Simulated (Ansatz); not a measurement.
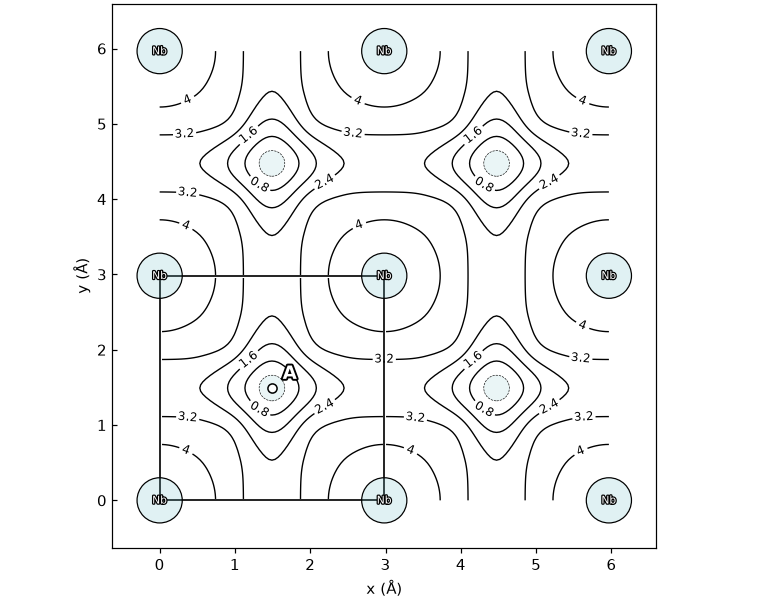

N on a Nb(100) slab cut from the Fm-3m phase, its upper half relaxed before the scan (3 atoms of substrate and one adsorbate in a 1 × 1 cell). N is moved over the surface cell; relaxed at each place: the height of the adsorbate's atoms; substrate rigid; the origin of the map has the adsorbate above Nb3. Places are given modulo a cell vector. The map is drawn in real space over the plane of the surface. The grid has 6 × 6 points; 10 points were computed and 26 follow by symmetry. Energies: eV, counted from the lowest grid point. With one adsorbate in each 1 × 1 cell, its nearest image is 3.0 Å away, so neighbouring adsorbates interact. Computed with Ansatz, DFT PBE, scalar-relativistic, plane waves, PAW. Settings: cutoff 420 eV, k-mesh 9×9×1, gaussian smearing 0.1 eV, no spin polarisation.

In the figure: contour lines labelled in eV, labelled circles for the atoms of the top layer and small ones for the second layer, the outline of one cell of the 2 × 2 shown, the point A. Between grid points the surface is interpolated.

> Find the lowest pass out of the well at A.

The easiest path leads from the well at a fourfold hollow over a second-layer Nb atom, (3/6, 3/6) of the cell vectors to its copy one period on. Its highest point lies about 2.5 eV above the bottom of the first well on the interpolated surface, at about (0.92, 0.50) of the cell vectors. This is the barrier on the constrained surface; relaxing the other coordinates would change it.

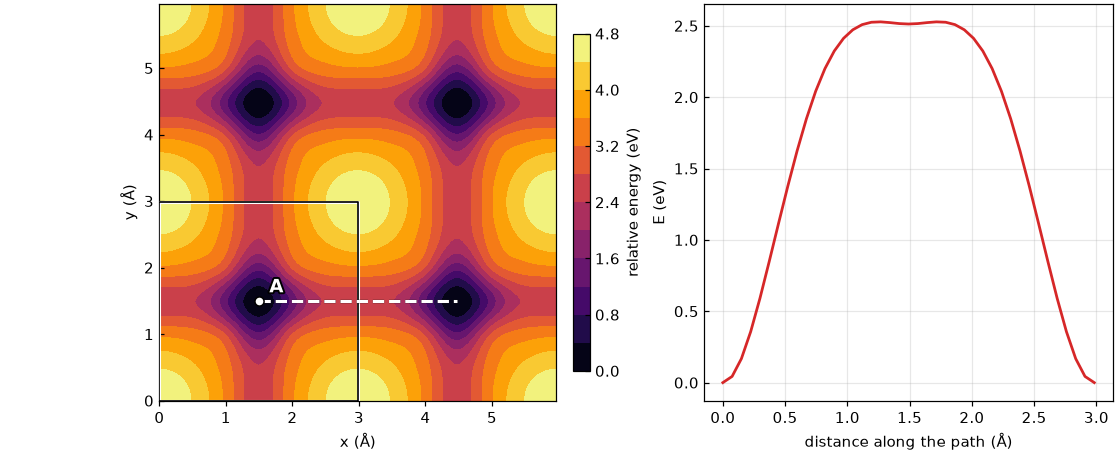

The picture shows filled contours, a line along the lowest path, the outline of one cell of the 2 × 2 shown, the energy along the path at the right. Between grid points the surface is interpolated.
